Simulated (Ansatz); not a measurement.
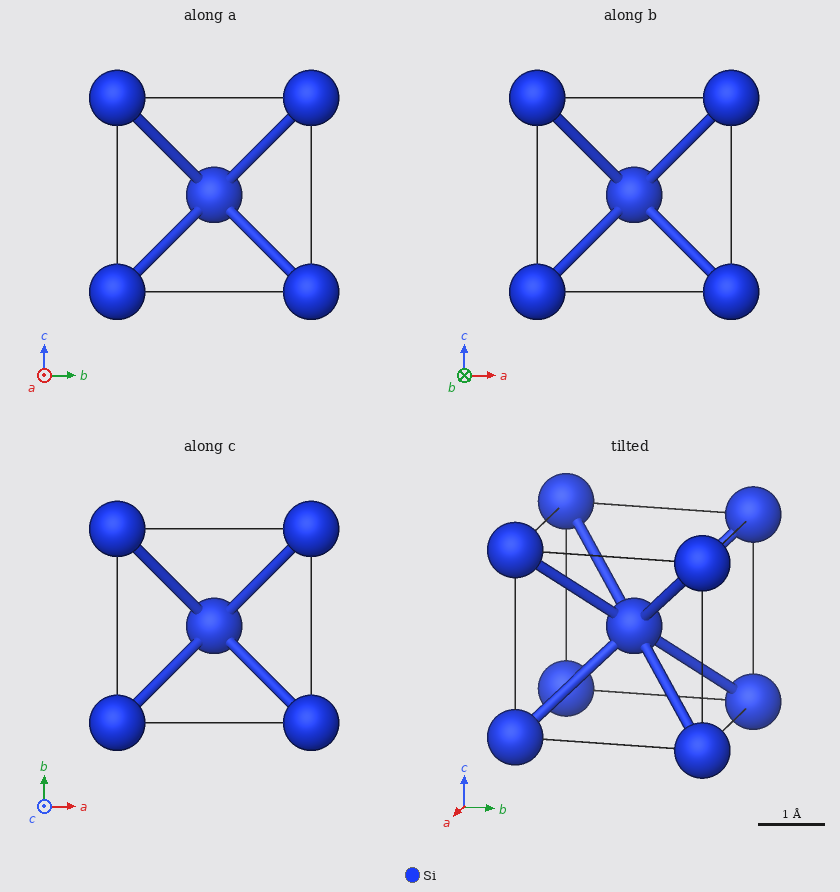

Ball-and-stick drawing of the structure, looking along the a axis, along the b axis, along the c axis and slightly off an axis. The conventional unit cell is outlined; an atom on or near a face, edge or corner is repeated at each equivalent position.

Lattice parameters: a = 2.960 Å, b = 2.960 Å, c = 2.960 Å, α = 90.00°, β = 90.00°, γ = 90.00°.

Q: Give the structure in the form of a table of Wyckoff sites.

A: Space group Im-3m (No. 229).
```csv
atom,site,x,y,z
Si,2a,0.0000,0.0000,0.0000
```

The initial geometry was a structure type filled with this element by a generator (whether the element takes this form wasn't checked). Earlier steps of the study may have refined or changed the cell and positions. It was run through Ansatz as a DFT input.

At this level of theory the cell isn't at rest (compressed, at 10 GPa), so its distances can differ from those at equilibrium, the more so the softer the solid.
